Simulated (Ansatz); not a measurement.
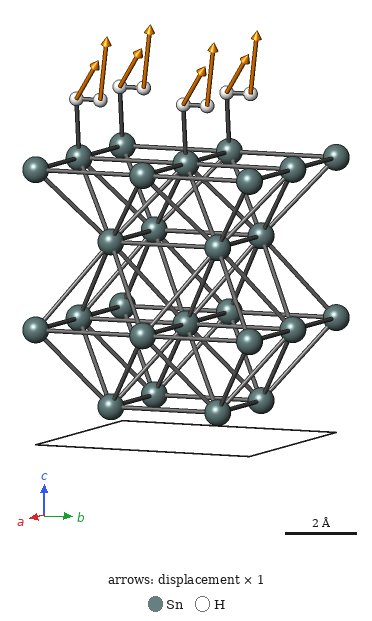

This is a constrained relaxation of a slab of composition Sn2H (cut from the I4/mmm phase). The starting structure is drawn; orange arrows show the displacements, at their true length.

Style: ball-and-stick. Shown: the 2 × 2 repeat of the cell, outlined in the plane, without the vacuum, slightly off an axis.

Case: H2 put at a hollow Sn-Sn-Sn site. The slab is the (1 1 0) face of Sn with H2 on it. 2 atoms are held fixed.

Method: DFT PBEsol, scalar-relativistic, plane waves, PAW in Ansatz. Settings: plane-wave cutoff 420 eV; k-point mesh 9 × 9 × 1; occupations gaussian; smearing width 0.1 eV; no spin polarisation; dipole correction; atoms relaxed in a fixed cell; force threshold 0.03 eV/Å; at most 70 steps.

### Describe the change and its energy.

The largest move is that of an H atom, 1.96 Å at 16° to the normal (+c side). Largest moves by element: H 1.96 Å, Sn 0.07 Å. The lattice vectors keep their values. Among the contacts that change: H–Sn 2.214 → 3.628 Å, Sn–Sn 3.325 → 3.411 Å, Sn–Sn 3.325 → 3.249 Å, Sn–Sn 3.512 → 3.565 Å. Over 16 accepted moves (19 points after the start) the energy falls by 0.604 eV per cell of the calculation. The largest force component goes from 1 to 0.018 eV/Å. The line search rejected the trial step at point 13 of the run. 2 steps only repeated the SCF at the same geometry. The forces were under the threshold at step 11, but the run went on from there. Cost: 7.6 min on 2 threads of Intel(R) Xeon(R) Platinum 8488C (Sapphire Rapids), on a shared host, peak memory 0.75 GiB.

Limits of the set-up: the periodic images lie only 3.4 Å apart, so the values are limited by the cell's size.
